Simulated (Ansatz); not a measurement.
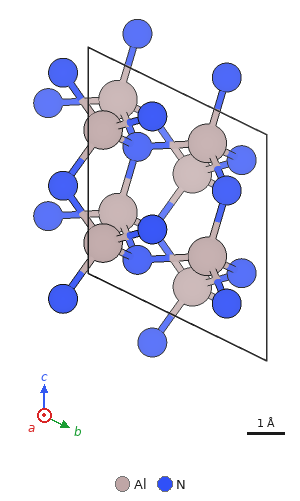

Starting frame of a dynamics run of a 16-atom cell of AlN (set up in P6_3mc). A ball-and-stick model of the reduced simulation cell, seen along the a axis. Bonds to atoms that aren't drawn are left out. Lengths and directions refer to the drawn axes.

Level of theory: Ansatz 0.2.0, DFT PBE, scalar-relativistic, plane waves, PAW.

Input
```yaml
crystal:
  lattice:
    - [1.5860088422, 2.7470478959, -5.07563263]
    - [1.5860088422, 2.7470478959, 5.07563263]
    - [3.1720176843, -5.4940957918, 0.0]
  atoms:
    - { symbol: Al, position: [0.1666666667, 0.1666666667, 0.3333333333] }
    - { symbol: Al, position: [0.1666666667, 0.1666666667, 0.8333333333] }
    - { symbol: Al, position: [0.6666666667, 0.6666666667, 0.3333333333] }
    - { symbol: Al, position: [0.6666666667, 0.6666666667, 0.8333333333] }
    - { symbol: Al, position: [0.0833333333, 0.5833333333, 0.6666666667] }
    - { symbol: Al, position: [0.0833333333, 0.5833333333, 0.1666666667] }
    - { symbol: Al, position: [0.5833333333, 0.0833333333, 0.6666666667] }
    - { symbol: Al, position: [0.5833333333, 0.0833333333, 0.1666666667] }
    - { symbol: "N", position: [0.9741666667, 0.3591666667, 0.3333333333] }
    - { symbol: "N", position: [0.9741666667, 0.3591666667, 0.8333333333] }
    - { symbol: "N", position: [0.4741666667, 0.8591666667, 0.3333333333] }
    - { symbol: "N", position: [0.4741666667, 0.8591666667, 0.8333333333] }
    - { symbol: "N", position: [0.8908333333, 0.7758333333, 0.6666666667] }
    - { symbol: "N", position: [0.8908333333, 0.7758333333, 0.1666666667] }
    - { symbol: "N", position: [0.3908333333, 0.2758333333, 0.6666666667] }
    - { symbol: "N", position: [0.3908333333, 0.2758333333, 0.1666666667] }
basis:
  ecutwfc: 420
kpoints:
  mp_grid: { grid: [2, 2, 2], shift: [0.5, 0.5, 0.5] }
hamiltonian:
  xc: pbe
scf:
  occupations: { method: fermi_dirac, width: 0.1551 }
  lower_state_search: "off"
  convergence: { dr2_threshold: 1.0e-07 }
output:
  forces: true
  stress: true
md:
  timestep: 2.0
  n_steps: 150
  ensemble: nvt_langevin
  temperature: 1800.0
  initial_velocities: maxwell_boltzmann
  seed: 24822
  friction: 0.05
```

Launched with:
```bash
ansatz run input.yaml --threads 4 --pin off --max-ram 5120MiB --backend cpu --events-out ev --progress --plain --runs-dir out
```

Question: What does the trajectory do?

Answer: Over the second half the temperature averages 1832 K (spread ±396 K). The potential energy in the second half lies on average 229 meV per atom above the first frame. The mean pressure there is 0.2 GPa. In the second half of the run the atoms are, in the root-mean-square, this far from where they began (common drift taken out): Al 0.19 Å, N 0.19 Å. That is small against the typical shortest distance between atoms in the first frame, about 1.9 Å: the atoms vibrate about their sites and the arrangement holds.

Along the run (each row but the first and the last is the mean over the interval that it begins):

| time (fs) | potential energy (meV/atom) | T (K) | p (GPa) |
| --- | --- | --- | --- |
| 0.0 | 0.0 | 1688 | -4.7 |
| 30.0 | 229.7 | 1615 | -0.4 |
| 60.0 | 195.8 | 1707 | -0.9 |
| 90.0 | 219.9 | 1913 | 0.7 |
| 120.0 | 213.3 | 1722 | 0.7 |
| 150.0 | 194.5 | 1892 | 0.5 |
| 180.0 | 240.0 | 1867 | -1.0 |
| 210.0 | 222.8 | 1853 | -0.3 |
| 240.0 | 223.8 | 1718 | -0.1 |
| 270.0 | 263.7 | 1761 | 1.5 |
| 300.0 | 238.1 | 2848 | 2.6 |

The paths of the atoms, magnified 2 times:

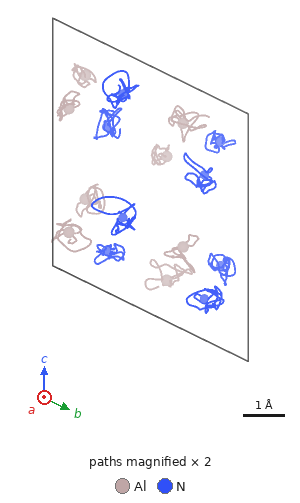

The run took of the order of 6 core-minutes on a shared host.
